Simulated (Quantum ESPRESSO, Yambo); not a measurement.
# GaN (honeycomb monolayer): G0W0 with Yambo, start to end, part 2 of 2

How does a plane-wave GW calculation on GaN (honeycomb monolayer) run from the first input to the gap?

Quantum ESPRESSO 7.5 and Yambo 5.3.0; PBE and many-body steps on it, plane waves. Known limits of the many-body steps: not at the basis limit; no spin-orbit coupling.

So far. Step 3 (Bands along the symmetry lines): The gap is 2.161 eV, as in the run before at this level. Step 4 (Empty states on the mesh, 6×6×1 mesh, 71 bands): On this mesh the gap is 2.161 eV.

## Step 5: Conversion and set-up

This step: Yambo 5.3.0; conversion and set-up on PBE, plane waves, norm-conserving pseudopotentials.

The states are converted to the many-body program's format and the q mesh is built.

Launch:

```bash
> (cd o/x.save; p2y > p2y.log; mv SAVE ../..); yambo > setup.log
```

The log of the run:

```text
 Yambo, version 5.3.0

 [02] CORE Variables Setup
 =========================

  [02.01] Unit cells
  ==================

  Cell kind             :  HCP
  Atoms in the cell     :  Ga  N
  number of Ga atoms    :  1
  number of N  atoms    :  1

  List of atomic masses
  Mass of Ga    :  69.72300
  Mass of N     :  14.00700

  List of atomic coordinates    : [cc]
  Ga1       : -0.55562E-09   3.5063       13.229      order 1
  N1       :   3.03654   1.75315  13.22689  order 2

  Alat factors          :   6.07308   5.25944  26.45617 [a.u.]
  Direct lattice volume :  845.0363 [a.u.]
  Direct lattice vectors:  A[ 1 ]  A[ 2 ]  A[ 3 ]
   A[ 1 ]:   1.0000      0.71860E-10   0.0000      [iru]
    6.0731      0.37795E-09   0.0000      [cc]
   A[ 2 ]: -0.500000  1.000000  0.000000  [iru]
  -3.036539  5.259441  0.000000  [cc]
   A[ 3 ]:  0.000000  0.000000  1.000000  [iru]
    0.00000   0.00000  26.45617  [cc]

  Recip. lattice volume :  0.293538 [a.u.]
  Recip. lattice vectors:  B[ 1 ]  B[ 2 ]  B[ 3 ]
   B[ 1 ]:  1.000000  0.500000  0.000000  [iku]
   1.034596  0.597324 -0.000000  [cc]
   B[ 2 ]: -0.71860E-10   1.0000       0.0000      [iku]
  -0.74346E-10   1.1946       0.0000      [cc]
   B[ 3 ]:  0.000000  0.000000  1.000000  [iku]
   0.000000 -0.000000  0.237494  [cc]

  [02.02] Symmetries
  ==================

  Inversion symmetry    : yes
  Spatial inversion     : no
  Inversion index       :   7
  K-space Time-reversal : yes
  Magnetic symmetries   : no
  Time-reversal derived K-space symmetries:   7  12
  Group table correct   : yes
  Symmetries units      :  [cc]

   [S  1]:   1.0000     -0.12297E-26   0.0000      0.60424E-16   1.0000       0.0000       0.0000       0.0000       1.0000
   [S  2]: -0.500000  0.866025  0.000000 -0.866025 -0.500000  0.000000  0.000000  0.000000  1.000000
   [S  3]: -0.500000 -0.866025  0.000000  0.866025 -0.500000  0.000000  0.000000  0.000000  1.000000
   [S  4]:  -1.0000     -0.12447E-09   0.0000     -0.14372E-09   1.0000       0.0000       0.0000       0.0000       1.0000
   [S  5]:  0.500000  0.866025  0.000000  0.866025 -0.500000  0.000000  0.000000  0.000000  1.000000
   [S  6]:  0.500000 -0.866025  0.000000 -0.866025 -0.500000  0.000000  0.000000  0.000000  1.000000
   [S* 7]:  -1.0000      0.12297E-26  -0.0000     -0.60424E-16  -1.0000      -0.0000      -0.0000      -0.0000      -1.0000
   [S* 8]:  0.500000 -0.866025 -0.000000  0.866025  0.500000 -0.000000 -0.000000 -0.000000 -1.000000
   [S* 9]:  0.500000  0.866025 -0.000000 -0.866025  0.500000 -0.000000 -0.000000 -0.000000 -1.000000
   [S*10]:   1.0000      0.12447E-09  -0.0000      0.14372E-09  -1.0000      -0.0000      -0.0000      -0.0000      -1.0000
   [S*11]: -0.500000 -0.866025 -0.000000 -0.866025  0.500000 -0.000000 -0.000000 -0.000000 -1.000000
   [S*12]: -0.500000  0.866025 -0.000000  0.866025  0.500000 -0.000000 -0.000000 -0.000000 -1.000000

  [02.03] Reciprocal space
[...]
K/Q-points units:
  rlu = crystal or reduced units; cc = cartesian coordinates; iku = interal k-units

  K [1]          [rlu]:  0.000000  0.000000  0.000000
         WF components:  15025
  K [2]          [rlu]:  0.32323E-26  0.16667       0.0000
         WF components:  15121
  K [3]          [rlu]:  0.64646E-26  0.33333       0.0000
         WF components:  15145
  K [4]          [rlu]: -0.97508E-26 -0.50000       0.0000
         WF components:  15148
  K [5]          [rlu]:  0.166667  0.166667  0.000000
         WF components:  15134
  K [6]          [rlu]:  0.166667  0.333333  0.000000
         WF components:  15143
  K [7]          [rlu]:  0.333333  0.333333  0.000000
         WF components:  15126

  [02.05] Energies & Occupations
  ==============================

  [X] === General ===
  [X] Electronic Temperature                        :  0.000000  0.000000 [eV K]
  [X] Bosonic    Temperature                        :  0.000000  0.000000 [eV K]
  [X] Finite Temperature mode                       : no
  [X] El. density                                   :  0.20763E+24 [cm-3]
  [X] Fermi Level                                   : -2.261717 [eV]

  [X] === Gaps and Widths ===
  [X] Conduction Band Min                           :  2.161126 [eV]
  [X] Valence Band Max                              :  0.000000 [eV]
  [X] Filled Bands                                  :  13
  [X] Empty Bands                                   :   14   71
  [X] Direct Gap                                    :  2.483804 [eV]
  [X] Direct Gap localized at k                     :  1
  [X] Indirect Gap                                  :  2.161126 [eV]
  [X] Indirect Gap between kpts                     :   7   1
  [X] Last valence band width                       :  1.380922 [eV]
  [X] 1st conduction band width                     :  2.916470 [eV]

  E @ K [1]:  [eV]
  -142.0673  -92.9689  -92.7239  -92.7239  -15.2525  -13.4494  -13.4494  -13.1805
[...]
occ @ K [1]
[...]
E @ K [2]:  [eV]
[...]
occ @ K [2]
[...]
E @ K [3]:  [eV]
[...]
occ @ K [3]
[...]
E @ K [4]:  [eV]
[...]
occ @ K [4]
[...]
E @ K [5]:  [eV]
[...]
occ @ K [5]
[...]
E @ K [6]:  [eV]
[...]
occ @ K [6]
[...]
E @ K [7]:  [eV]
[...]
occ @ K [7]
[...]
0.000000  0.000000  0.000000  0.000000  0.000000  0.000000  0.000000  0.000000
   0.000000  0.000000  0.000000  0.000000  0.000000  0.000000  0.000000  0.000000

 [03] Transferred momenta grid and indexing
 ==========================================

 IBZ Q-points                                      :   7
 BZ  Q-points                                      :   36

 K/Q-points units:
 rlu = crystal or reduced units; cc = cartesian coordinates; iku = interal k-units

 Q [1]          [rlu]:  0.000000  0.000000  0.000000
 Q [2]          [rlu]:  0.11629E-16  0.16667       0.0000
 Q [3]          [rlu]:  0.23257E-16  0.33333       0.0000
 Q [4]          [rlu]: -0.34886E-16 -0.50000       0.0000
 Q [5]          [rlu]:  0.166667  0.166667  0.000000
 Q [6]          [rlu]:  0.166667  0.333333  0.000000
 Q [7]          [rlu]:  0.333333  0.333333  0.000000

  [03.01] X indexes
  =================

   [03.01.01] Sigma indexes
   ========================

 [06] Game Over & Game summary
```

Run time: 3.4 s. Hardware: 1 MPI rank of Intel Xeon 6975P-C (Granite Rapids), shared host; peak memory 0.26 GiB.

## Step 6: Screening and self-energy, 6×6×1 mesh, 71 bands, screening to 108.8 eV

Now the one-shot GW correction: screening in the RPA, then the self-energy of the levels asked for.

This step: G0W0 on PBE, plane waves, norm-conserving pseudopotentials.

gw1.in reads:

```
HF_and_locXC
gw0
dyson
ppa
em1d
rim_cut
rim_w
RandQpts= 3000000
RandGvec= 100 RL
CUTGeo= "slab z"
RandGvecW= 9 RL
EXXRLvcs= 104 Ry
VXCRLvcs= 416 Ry
Chimod= "HARTREE"
% BndsRnXp
 1 | 71 |
%
NGsBlkXp= 8 Ry
% LongDrXp
 1 | 1 | 0 |
%
% GbndRnge
 1 | 71 |
%
DysSolver= "n"
ExtendOut
PPAPntXp= 27.21138 eV
% QPkrange
 7 | 7 | 12 | 15 |
 1 | 1 | 12 | 15 |
%
```

Launch:

```bash
> OMP_NUM_THREADS=2 mpirun -n 4 yambo -F gw1.in -J gw1 -C gw1 > gw1.log
```

The log of the run:

```text
 Yambo, version 5.3.0

 [02] CORE Variables Setup
 =========================

  [... cell, symmetries and grids as in the set-up ...]

  [02.05] Energies & Occupations
  ==============================

  [X] === General ===
  [X] Electronic Temperature                        :  0.000000  0.000000 [eV K]
  [X] Bosonic    Temperature                        :  0.000000  0.000000 [eV K]
  [X] Finite Temperature mode                       : no
  [X] El. density                                   :  0.20763E+24 [cm-3]
  [X] Fermi Level                                   : -2.261717 [eV]

  [X] === Gaps and Widths ===
  [X] Conduction Band Min                           :  2.161126 [eV]
  [X] Valence Band Max                              :  0.000000 [eV]
  [X] Filled Bands                                  :  13
  [X] Empty Bands                                   :   14   71
  [X] Direct Gap                                    :  2.483804 [eV]
  [X] Direct Gap localized at k                     :  1
  [X] Indirect Gap                                  :  2.161126 [eV]
  [X] Indirect Gap between kpts                     :   7   1
  [X] Last valence band width                       :  1.380922 [eV]
  [X] 1st conduction band width                     :  2.916470 [eV]

 [03] Transferred momenta grid and indexing
 ==========================================

 IBZ Q-points                                      :   7
 BZ  Q-points                                      :   36

 K/Q-points units:
 rlu = crystal or reduced units; cc = cartesian coordinates; iku = interal k-units

 Q [1]          [rlu]:  0.000000  0.000000  0.000000
 Q [2]          [rlu]:  0.11629E-16  0.16667       0.0000
 Q [3]          [rlu]:  0.23257E-16  0.33333       0.0000
 Q [4]          [rlu]: -0.34886E-16 -0.50000       0.0000
 Q [5]          [rlu]:  0.166667  0.166667  0.000000
 Q [6]          [rlu]:  0.166667  0.333333  0.000000
 Q [7]          [rlu]:  0.333333  0.333333  0.000000

 [04] Coloumb potential Random Integration (RIM)
 ===============================================

 Performing RIM of v_slab

  [04.01] RIM initialization
  ==========================

  * Diagonal components only detected *

  8 x (sBL volume)        :  0.065231 [a.u.]
  sBZ random points       :  3000000
  Points outside the sBZ  :  24001124
  RL volume               :  0.293538 [a.u.]
  Integrated volume       :  0.293524 [a.u.]

  [04.02] RIM integrals
  =====================

  Gamma point sphere radius             :  0.046751 [a.u.]
  Points outside the sphere             :  2398760
  [Int_sBZ(q=0) 1/q^2]*(Vol_sBZ)^(-1/3) =:  7.556946
                                 should be <:  7.795600

  Summary of Coulomb integrals for non-metallic bands |Q|[au] RIM/Bare

  Q [1] 0.100000E-4 0.969386 * Q [2] 0.199108 1.030206
  Q [5] 0.344865 1.033021 * Q [3] 0.398216 1.028362
  Q [6] 0.526791 1.018774 * Q [4] 0.597324 1.015374
  Q [7] 0.689731 1.011404
  Non-periodic chartesian directions : none
  Optical renormalization            :  26.45617 [au]
  Polarizability dimension           : length

 [05] Coloumb potential CutOffslab
 =================================

 Cut directionsZ
 Slab Cutoff:Z
 Symmetry test passed : yes

 [06] Dipoles
 ============

  [06.01] Setup: observables and procedures
  =========================================

 [07] Dynamic Dielectric Matrix (PPA)
 ====================================

 [WR./gw1//ndb.pp]---------------------------------------------------------------
  Brillouin Zone Q/K grids (IBZ/BZ)                :    7   36    7   36
  RL vectors                                       :  18211 [WF]
  Coulomb cutoff potential                         : slab z
  Electronic Temperature                           :  0.000000 [K]
  Bosonic    Temperature                           :  0.000000 [K]
  PPA    diel. fun.  energies                      : Perdew, Burke & Ernzerhof(X)+Perdew, Burke & Ernzerhof(C)
  wavefunctions                                    : Perdew, Burke & Ernzerhof(X)+Perdew, Burke & Ernzerhof(C)
  Global Gauge                                     : length
  X matrix size                                    :   331
  X band range                                     :    1   71
  X e/h energy range                               : -1.000000 -1.000000 [eV]
  X Time ordering                                  : R
  X Hxc Kernel                                     : HARTREE
  X Drude frequency                                :  0.000000  0.000000
  X poles                                          :  100.0000 [o/o]
  RL vectors in the sum                            :  18211
  [r,Vnl] included                                 : yes
  Field direction                                  :  0.707107E-5  0.707107E-5   0.00000
  BZ energy Double Grid                            : no
  BZ energy DbGd points                            : 0
  BZ Q point size factor                           : -1.000000
  X Optical Averaged directions                    : none

 [08] Local Exchange-Correlation + Non-Local Fock
 ================================================

 [VXC] Plane waves :  121095
 [EXS] Plane waves :  15037

 QP @ state[ 1 ] K range:  1  1
 QP @ state[ 1 ] b range:  12  15
 QP @ state[ 2 ] K range:   7   7
 QP @ state[ 2 ] b range:  12  15

 [xc] Functional : Perdew, Burke & Ernzerhof(X)+Perdew, Burke & Ernzerhof(C)
 [xc] LIBXC used to calculate xc functional
  PP Number of Atomic Species                      :  2
  NLCC RL compoments                               :  121095
  PP Number of Atomic Species                      :  2
  NLCC RL compoments                               :  121095

 [xc] E_xc :  -24.05249 [Ha]
      E_xc :  -48.10498 [Ry]

  Local XC kind (lXC) : Perdew, Burke & Ernzerhof(X)+Perdew, Burke & Ernzerhof(C)
  Non-Local XC kind (nlXC) : Hartree-Fock

  Corrections @ K [1] :  [eV]
 <12|nlXC|12> = -22.88840 -0.25379E-17 <12|lXC|12> = -19.30645  0.000000
 <13|nlXC|13> = -22.88841 -0.12027E-17 <13|lXC|13> = -19.30645  0.000000
 <14|nlXC|14> = -7.574374  0.20351E-17 <14|lXC|14> = -11.29723  0.000000
 <15|nlXC|15> = -2.401768  0.10632E-17 <15|lXC|15> = -4.590224  0.94408E-16

  Corrections @ K [7] :  [eV]
 <12|nlXC|12> = -19.50201 -0.12451E-16 <12|lXC|12> = -14.71192 -0.14161E-15
 <13|nlXC|13> = -20.22449  0.10335E-16 <13|lXC|13> = -16.34817  0.000000
 <14|nlXC|14> = -4.763398 -0.34482E-17 <14|lXC|14> = -9.158162  0.000000
 <15|nlXC|15> = -8.528323  0.26269E-18 <15|lXC|15> = -14.31530  0.000000

  [08.01] Hartree-Fock occupations report
  =======================================

  [Hartree-Fock] === General ===
  [Hartree-Fock] Electronic Temperature             :  0.000000  0.000000 [eV K]
  [Hartree-Fock] Bosonic    Temperature             :  0.000000  0.000000 [eV K]
  [Hartree-Fock] Finite Temperature mode            : no
  [Hartree-Fock] El. density                        :  0.20763E+24 [cm-3]
  [Hartree-Fock] Fermi Level                        : -2.261717 [eV]

  [Hartree-Fock] === Gaps and Widths ===
  [Hartree-Fock] Conduction Band Min                :  3.402352 [eV]
  [Hartree-Fock] Valence Band Max                   : -0.336717 [eV]
  [Hartree-Fock] Filled Bands                       :  13
  [Hartree-Fock] Empty Bands                        :   14   71
  [Hartree-Fock] Direct Gap                         :  4.227416 [eV]
  [Hartree-Fock] Direct Gap localized at k          :  2
  [Hartree-Fock] Indirect Gap                       :  3.739070 [eV]
  [Hartree-Fock] Indirect Gap between kpts          :   4   2
  [Hartree-Fock] Last valence band width            :  3.567921 [eV]
  [Hartree-Fock] 1st conduction band width          :  6.070008 [eV]

 [09] Dyson equation: Newton solver
 ==================================

  [09.01] RIM-W interpolation
  ===========================

  [WARNING] RIM-W works only for 2D semiconductors with slab cutoff
  Found compatible q grid: 2D
  q_min[ 1 ]:  0.16667      0.52309E-11   0.0000     [rlu]
   0.166667  0.083333  0.000000 [iku]
  q_min[ 2 ]:  0.11629E-16  0.16667       0.0000     [rlu]
  -0.11977E-10  0.16667       0.0000     [iku]
  G-vectors :   9
  G-vectors loaded:   63
  Number of interpolated frequencies:  2

  Evaluating coefficients q = 0
  Evaluating coefficients q = 0

  [09.02] RIM-W integrals
  =======================

  8 x (sBL volume)        :  0.065231 [a.u.]
  sBZ random points       :  3000000
  Points outside the sBZ  :  24001124
  RL volume               :  0.293538 [a.u.]
  Integrated volume       :  0.293524 [a.u.]

  [09.03] RIM integrals
  =====================

  Comparison between head Wc = W - v averages: < Wc > [au] RIM-W/RIM

   < -Wc [Q = 1] > 0.208190E-1 0.132791E-4 * < -Wc [Q = 2] > 0.003554 0.003359
   < -Wc [Q = 3] > 0.592832E-3 0.577936E-3 * < -Wc [Q = 4] > 0.188137E-3 0.185253E-3
   < -Wc [Q = 5] > 0.883725E-3 0.857611E-3 * < -Wc [Q = 6] > 0.274688E-3 0.270633E-3
   < -Wc [Q = 7] > 0.127448E-3 0.126486E-3

  Comparison between head Wc = W - v averages: < Wc > [au] RIM-W/RIM

   < -Wc [G = 1,G`=0] > 0.208190E-1 0.132791E-4 * < -Wc [G = 2,G`=0] >-0.001957 0.000000
   < -Wc [G = 3,G`=0] >-0.001957 0.000000 * < -Wc [G = 4,G`=0] > 0.173061E-3  0.00000
   < -Wc [G = 5,G`=0] > 0.173061E-3  0.00000 * < -Wc [G = 6,G`=0] >-0.800666E-4  0.00000
   < -Wc [G = 7,G`=0] >-0.800666E-4  0.00000 * < -Wc [G = 8,G`=0] > 0.556930E-5  0.00000
   < -Wc [G = 9,G`=0] > 0.556931E-5  0.00000

 [10] G0W0 (W PPA)
 =================

 [  GW  ] Bands range     :    1   71
 [GW/PPA] G damping       :  0.100000 [eV]

 QP @ state[ 1 ] K range:  1  1
 QP @ state[ 1 ] b range:  12  15
 QP @ state[ 2 ] K range:   7   7
 QP @ state[ 2 ] b range:  12  15

  Sc/G bands                                       :    1   71
  Sc/G damping                                     :  0.100000 ev
  Sc bands terminator                              : no
  Sx RL components                                 :  15037

  QP @ state[ 1 ] K range                          :  1  1
  QP @ state[ 1 ] b range                          :  12  15
  QP @ state[ 2 ] K range                          :   7   7
  QP @ state[ 2 ] b range                          :  12  15
  GF energies kind                                 : Perdew, Burke & Ernzerhof(X)+Perdew, Burke & Ernzerhof(C)
  GF WF`s kind                                     : Perdew, Burke & Ernzerhof(X)+Perdew, Burke & Ernzerhof(C)
  Xs energies kind                                 : Perdew, Burke & Ernzerhof(X)+Perdew, Burke & Ernzerhof(C)
  Xs WF`s kind                                     : Perdew, Burke & Ernzerhof(X)+Perdew, Burke & Ernzerhof(C)

 [14] Game Over & Game summary
```

Wall time 91 s (4 MPI ranks); peak memory 2.4 GiB.

Numbers from this step:

```yaml
g0w0_gap_on_the_points_computed: 4.141 eV
starting_gap_on_the_mesh: 2.161 eV
k_of_the_valence_top: 0.3333, 0.3333, 0
k_of_the_conduction_bottom: 0, 0, 0
least_direct_g0w0_gap_on_the_computed_points: 4.377 eV
z_at_the_valence_top: 0.7708
z_at_the_conduction_bottom: 0.8292
```

The gap on the mesh goes from 2.16 eV to 4.14 eV, a correction of +1.98 eV.

Limits: finite bands, cutoff and mesh; no spin-orbit coupling. v1 is the top filled band, c1 the lowest empty one. The levels before and after the correction (eV, zero at the valence-band top of each column):

|  | conduction bottom | valence top |
| --- | --- | --- |
| Kohn-Sham | 2.16 | 0.00 |
| G0W0 | 4.14 | 0.00 |

|  | level | energy (eV) |
| --- | --- | --- |
| Kohn-Sham | Γ v2-v1 | -0.323 |
| Kohn-Sham | Γ c1 | 2.161 |
| Kohn-Sham | Γ c2 | 4.826 |
| Kohn-Sham | (0.333 0.333 0) v2 | -4.243 |
| Kohn-Sham | (0.333 0.333 0) v1 | 0.000 |
| Kohn-Sham | (0.333 0.333 0) c1 | 5.078 |
| Kohn-Sham | (0.333 0.333 0) c2 | 7.369 |
| G0W0 | Γ v2-v1 | -0.237 |
| G0W0 | Γ c1 | 4.141 |
| G0W0 | Γ c2 | 6.260 |
| G0W0 | (0.333 0.333 0) v2 | -4.629 |
| G0W0 | (0.333 0.333 0) v1 | 0.000 |
| G0W0 | (0.333 0.333 0) c1 | 7.055 |
| G0W0 | (0.333 0.333 0) c2 | 10.117 |

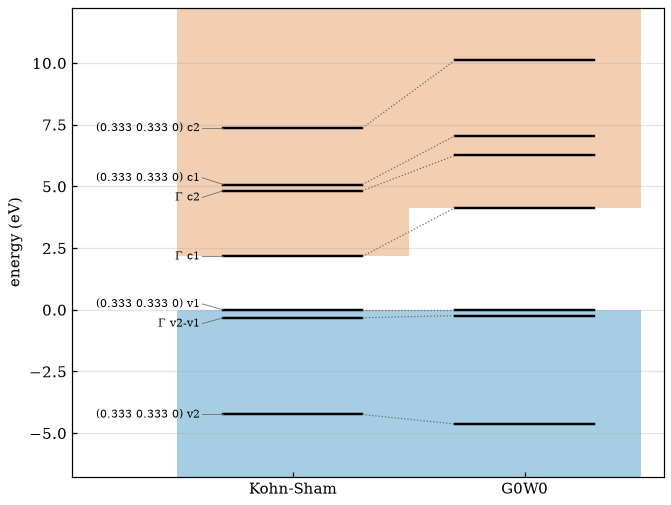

Levels before and after the correction. Shaded: valence and conduction bands.

## Step 7: Where the time went

Times are wall times on the hardware named with each run, good to a factor of about two.

| step | time | share | memory (GiB) |
| --- | --- | --- | --- |
| ground state | 22 s | 17 % | 1.0 |
| bands along the symmetry lines | 6.7 s | 5 % | 0.86 |
| empty states on the mesh | 8.9 s | 7 % | 0.88 |
| conversion and set-up | 3.4 s | 3 % | 0.26 |
| screening and self-energy | 91 s | 69 % | 2.4 |

## Step 8: Summary of results

```
PBE gap              : 2.16 eV, indirect
G0W0 gap on the mesh : 4.14 eV
GW settings          : 6×6×1 mesh, 71 bands, screening to 108.8 eV, Godby-Needs plasmon pole
known limits         : not at the basis limit; no spin-orbit coupling
```

G0W0 moves the gap on the mesh from 2.16 eV to 4.14 eV (+1.98 eV), with Z of 0.77 and 0.83 at the edges. Only 2 of the mesh's irreducible points were corrected, so a valley elsewhere could overtake. The dearest step here is «screening and self-energy». Bands and cutoff are finite, so the gap is not at the basis limit. The miss can reach some tenths of an eV and take either sign; the mesh is an error of its own. In the G0W0 run levels were corrected at 2 k points alone, so a gap called «on the mesh» is the least over those, and an edge elsewhere would be missed. The many-body steps are scalar-relativistic: spin-orbit coupling is not in them.

[Paths, hosts, dates, memory and timing lines, banners, echoed tables and standing remarks are left out of the program output.]

[Logs are printed without paths, hosts, clocks, repeated set-up lines and the standing remarks that a program may print on its own settings, such as how far it seeks lower states.]

[Runs of the session that timed out or met a known fault of the program may be left out.]

[Hosts, paths, dates, database ids (printed as entryN), source tags and the programs' standing remarks are cut or masked in the printed files.]
